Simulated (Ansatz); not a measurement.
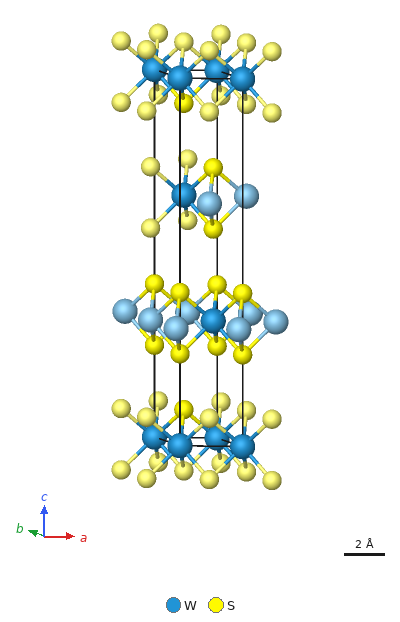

Fig. 1: The input geometry (ball-and-stick view of the cell 3 times as large as that of the calculation, set on its symmetry axes, seen slightly off an axis; neighbours outside the cell are drawn fainter). Near neighbours in the crystal (not all of them lie inside the picture): W has 6 S at 2.44 Å; S has 3 W at 2.44 Å.

## WS₂: single-point calculation

System: WS₂ (3 atoms in the cell).
Method: DFT, PBE, plane waves, PAW, no spin polarisation (Ansatz 0.2.0).

The structure was built on a prototype by a generator. The geometry comes from this level: r2scan-rvv10 (a point of a series of volumes). It belongs to a series of runs on one base structure; here: volume +4%. Figures and captions count atoms from 1; the log counts them from 0 in places.

What the program printed:
```
Warning: basis.ecutwfc = 260 eV is below the records' recommended 420 eV, and the density's cutoff is lower with it unless basis.ecutrho_ratio is high enough to keep the records' density cutoff: compare with a run at a higher cutoff
basis.fft_grid_basis auto: the FFT boxes are laid along the combinations [[1, 0, -1], [0, 1, -1], [0, 0, 1]] of the cell's own vectors, 3.214, 3.214 and 6.586 Å long. The dense box has 18×18×36 points. Along the cell's own vectors, as sized, it would have 36×36×36, 4.00 times as many. Of the 6 symmetry operations that the crystal satisfies within crystal.symmetry.tolerance (time reversal apart; of a slab, those that keep its plane) the dense box along the cell's own vectors carries 6, and the one as laid loses 4 of those. basis.fft_grid_basis: typed keeps the cell's own vectors: state it where this run's energies or levels are differenced outside the engine with another run's, or held beside a run that keeps those vectors.
scf.n_extra_bands = 4 over 13 filled bands (N_el = 26.0): the run solves 17 bands
Engine: ansatz 0.2.0, aarch64-unknown-linux-gnu
Pseudopotentials: kind: paw
Pseudopotential: W, paw, valence charge 14, recommended cutoff 420 eV (normal), W.paw.azcp
Pseudopotential: S, paw, valence charge 6, recommended cutoff 420 eV (normal), S.paw.azcp
Functional definition: PBE
  parameter kappa = 0.804
  parameter beta = 0.06672455060314922
  exchange = pbe_x(kappa = kappa, mu = beta*pi^2/3)
  correlation = pbe_c(beta = beta)
Crystal: 3 atoms, lattice volume = 56.517 Å³
Basis set: ecut = 260 eV, 551 PW (Γ), FFT grids on a1−a3, a2−a3, a3, exchange–correlation on 36×36×72 points (8 copies of the dense FFT grid, shifted against one another)
Bands: 17, of which v1, the nominal top of the filled ones, is band 13 counted from 1 (12 counted from 0)
Symmetry: 6 space group operations
Space group: R3m (ITA 160), of the structure as read, at distance tolerance 3.8e-5 Å
k-points: 13 of 64 (time reversal used)
Non-local potential: W, projectors of the file, l = 0: 3, l = 1: 2, l = 2: 2, l = 3: 1
Non-local potential: S, projectors of the file, l = 0: 2, l = 1: 2, l = 2: 2
PAW form: soft (Blöchl's): semilocal exchange-correlation on the pseudo side does not see the compensation charge
PAW one-centre angular grid: W, 590 points (default); XC on 64 Gauss nodes
PAW one-centre angular grid: S, 110 points (default); XC on 64 Gauss nodes
Initial density: superposition of atomic densities (neutral atoms: chi_scale 0, normalization atom), corrected by the library's trained network
Initial wavefunctions: pseudopotential atomic-orbital guess
Functional: x = pbe(κ = 0.804, μ = 0.2195149727645171), c = pbe(β = 0.06672455060314922)
SCF iter   1: F=—  HF=-12190.986174 eV  |F-HF|=—  |Δ(HF+E_count)|=         —  Δρ=1.01e-2  dr2=1.78e-2  ethr=1.77e-3  ⟨swp⟩=6.0  Hψ=1286  notcnv=0
preconditioner: auto → none  [insulator: Δε(μ)=1.405 eV  Ē_g=8.573 eV  σ=0.020 eV  W_gap=1.00  n_scr=16 (ndim 8)  ℏωp=21.0 eV  f_vac=0.023  D(μ)=0.00/eV (n_scr^D=0)  ε∞_Penn≈7.0]
SCF iter   2: F=—  HF=-12190.987094 eV  |F-HF|=—  |Δ(HF+E_count)|=   9.20e-4  Δρ=4.81e-3  dr2=9.58e-3  ethr=6.86e-5  ⟨swp⟩=3.0  Hψ=546  notcnv=0
SCF iter   3: F=—  HF=-12190.991553 eV  |F-HF|=—  |Δ(HF+E_count)|=   4.46e-3  Δρ=4.29e-3  dr2=2.77e-2  ethr=3.69e-5  ⟨swp⟩=3.8  Hψ=469  notcnv=0  recentre
SCF iter   4: F=—  HF=-12190.987734 eV  |F-HF|=—  |Δ(HF+E_count)|=   3.82e-3  Δρ=7.36e-4  dr2=1.67e-4  ethr=3.69e-5  ⟨swp⟩=2.3  Hψ=368  notcnv=0
SCF iter   5: F=—  HF=-12190.987839 eV  |F-HF|=—  |Δ(HF+E_count)|=   1.06e-4  Δρ=2.71e-4  dr2=1.24e-4  ethr=6.43e-7  ⟨swp⟩=2.0  Hψ=332  notcnv=0
SCF iter   6: F=—  HF=-12190.987820 eV  |F-HF|=—  |Δ(HF+E_count)|=   1.92e-5  Δρ=9.87e-5  dr2=2.84e-6  ethr=4.77e-7  ⟨swp⟩=2.0  Hψ=276  notcnv=0
SCF iter   7: F=—  HF=-12190.987719 eV  |F-HF|=—  |Δ(HF+E_count)|=   1.01e-4  Δρ=2.27e-5  dr2=5.57e-7  ethr=1.09e-8  ⟨swp⟩=2.1  Hψ=340  notcnv=0
SCF iter   8: F=-12190.987719 eV  HF=-12190.987719 eV  |F-HF|=3.44e-10  |Δ(HF+E_count)|=  7.86e-10  Δρ=6.45e-6  dr2=2.08e-8  ethr=3.85e-10  ⟨swp⟩=3.1  Hψ=870  notcnv=0
SCF 1 converged in 8 iterations: F = -12190.987719 eV  dr2 = 2.08e-8
  greatest PAW one-centre occupation: 0.999 electrons in one spin orbital (limit 2), on the W atom at site 0 (counted from 0), in its partial waves of l = 1
```

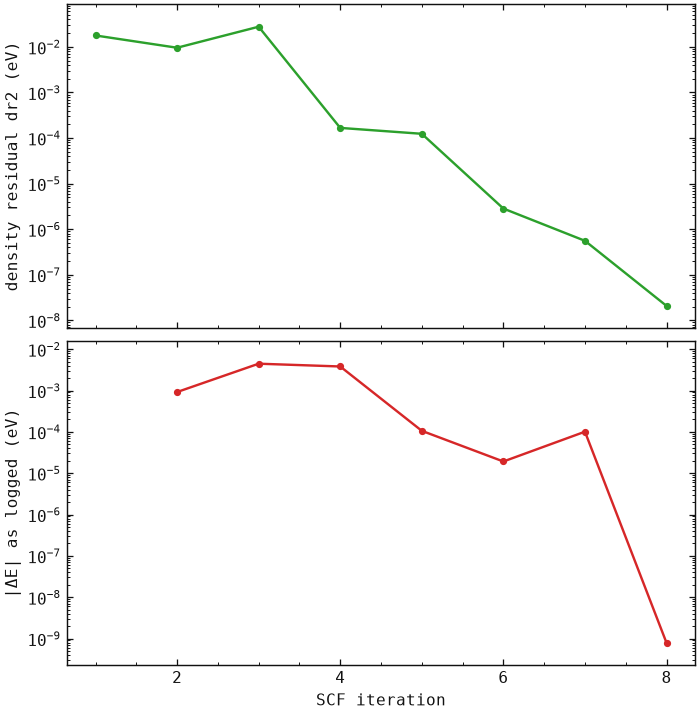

Fig. 2: Convergence of the self-consistent field: density residual dr2 and size of the energy change against the SCF iteration. The residual comes down, with one marked jump up, by a factor of about 3, at step 3.

```
SCF converged after 8 iterations
Free energy (F): -12190.987719 eV
Harris-Foulkes:  -12190.987719 eV  (|F-HF|=3.44e-10)
Internal energy: -12190.987719 eV  (E = F + TS)
E sigma→0 (E₀):  -12190.987719 eV
Fermi energy:    11.419968 eV
--- Per-component energies (eV) ---
  E_band       = -210.248893
  E_kinetic    = 663.083789
  E_local      = -1835.662875  (includes V_loc(G=0)·N_el)
  E_nonlocal   = 56.381586
  E_hartree    = 726.879350
  E_xc         = -461.018189
  E_vxc        = -413.645080  (∫ρ·V_xc dr)
  E_paw        = -9762.288459  (= ΣΔE_a)
  E_vpaw       = -134.167586  (= ΣTr[D̂ρ^β])
  E_aug_tail   = -0.000623  (compensation charges beyond the density's cutoff)
  E_ewald      = -1578.362299
  E_smearing   = -0.000000  (= −TS)
  E_closure    = -0.000000  (closes the sum)
  Σ components = -12190.987719   (vs F -12190.987719, Δ=0.00e0)
--- Forces (eV/Å), atoms counted from 1 ---
  atom   1  W      0.00000000    -0.00000000     0.00054683
  atom   2  S     -0.00000000    -0.00000000    -0.44620361
  atom   3  S      0.00000000     0.00000000     0.44564590
  max |Σ_I F_I| component: 1.09e-5 eV/Å
--- Stress (GPa, compression-positive) ---
       -2.938283       0.000000       0.000000
        0.000000      -2.938283      -0.000000
        0.000000      -0.000000      -2.125979
  P = ⅓ Tr σ = -2.6675 GPa (-26.675 kbar)
--- Band table (eV; the first three rows and the last of 13) ---
  k-point 0: bands = ["-64.0360", "-28.2021", "-28.0689", "-28.0689", "-4.5393", "-2.7350", "3.4916", "7.3752", "7.3752", "8.5244", "8.5244", "9.1734", "9.7131", "12.8978", "12.8978", "13.1055", "13.1055"]
  k-point 1: bands = ["-64.0287", "-28.2137", "-28.1683", "-28.1021", "-3.6425", "-2.4578", "4.4603", "5.6875", "6.5833", "7.4895", "8.1853", "8.8756", "9.2763", "12.1434", "12.6710", "13.5097", "13.9971"]
  k-point 2: bands = ["-64.0217", "-28.3672", "-28.1415", "-28.1376", "-2.4715", "-2.1235", "3.7450", "5.1567", "5.6939", "6.7810", "8.2605", "8.9229", "9.1782", "12.8993", "13.2327", "14.2621", "14.5112"]
  k-point 12: bands = ["-64.0358", "-28.1873", "-28.0700", "-28.0700", "-4.3591", "-3.0698", "4.3622", "7.1957", "7.3591", "7.3591", "8.5592", "8.5592", "10.7326", "12.9663", "12.9663", "13.0070", "13.0070"]
```

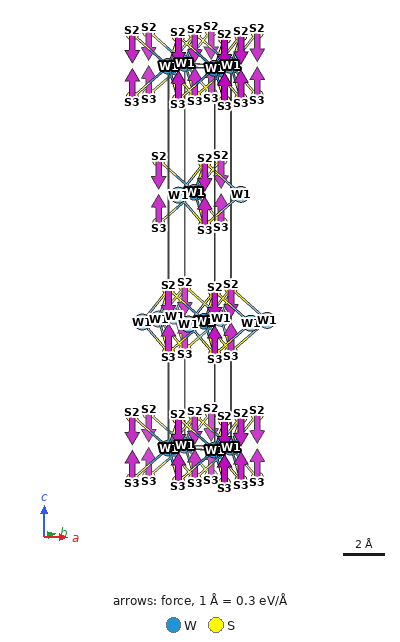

Fig. 3: Forces on the atoms as pink arrows (ball-and-stick view of the cell 3 times as large as that of the calculation, set on its symmetry axes, seen at an oblique angle; neighbours outside the cell are drawn fainter; atoms are numbered from 1 in the order of the input). The largest act on S2, S3 (0.45 eV/Å). The geometry is not a stationary point of this energy.

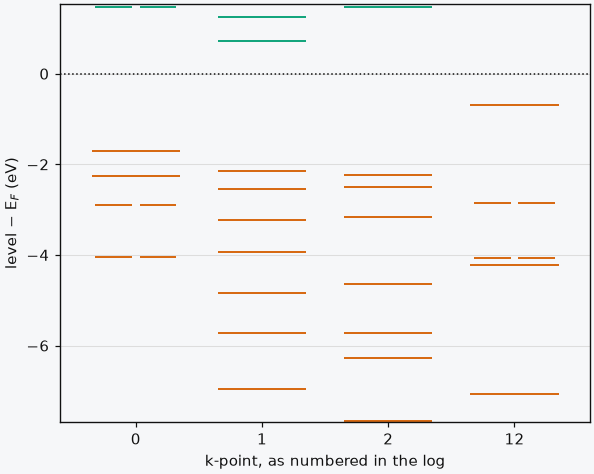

Fig. 4: Kohn–Sham levels near the Fermi level (dotted) at the few k-points that the log prints; levels within 0.02 eV of each other stand side by side. Among these points the highest filled and lowest empty levels are 1.41 eV apart, which is the gap on the mesh.

This output came from the following input.

The input:
```yaml
crystal:
  lattice:
    - [1.6067560165, 0.9276610186, 6.3195509846]
    - [-1.6067560165, 0.9276610186, 6.3195509846]
    - [0.0, -1.8553220372, 6.3195509846]
  atoms:
    - { symbol: W, position: [-1.15684e-05, -1.15684e-05, -1.15684e-05] }
    - { symbol: S, position: [0.4167981707, 0.4167981707, 0.4167981707] }
    - { symbol: S, position: [0.2498800644, 0.2498800644, 0.2498800644] }
kpoints:
  mp_grid: { grid: [4, 4, 4] }
hamiltonian:
  xc: pbe
scf:
  occupations: { method: fermi_dirac, width: 0.02 }
  n_extra_bands: 4
output:
  forces: true
  stress: true
  eigenvalues: true
basis:
  ecutwfc: 260
```

Launched with:
```bash
ansatz run input.yaml --threads 2 --pin off --max-ram 2764MiB --backend cpu --events-out ev --progress --plain --runs-dir out
```

Key numbers:

```json
{"quantity": "outcome", "value": "converged"}
{"quantity": "space group (tolerance 0.01 Å)", "value": "R3m (160)"}
{"quantity": "electrons treated", "value": "26"}
{"quantity": "free energy", "value": "−12190.9877 eV"}
{"quantity": "Fermi energy", "value": "11.420 eV"}
{"quantity": "gap on the k-point mesh", "value": "1.41 eV"}
{"quantity": "pressure", "value": "−2.67 GPa"}
{"quantity": "largest force (length of the vector)", "value": "0.446 eV/Å"}
{"quantity": "hardware", "value": "2 threads of Arm Neoverse V2, 24 GiB of memory available, shared host"}
{"quantity": "wall time", "value": "0.57 s (CPU time 0.95 s)"}
{"quantity": "peak memory", "value": "0.26 GiB"}
```

Remarks:

Warnings of the run: the cutoff is below the recommended one. Spin–orbit coupling is left out, which matters for W.
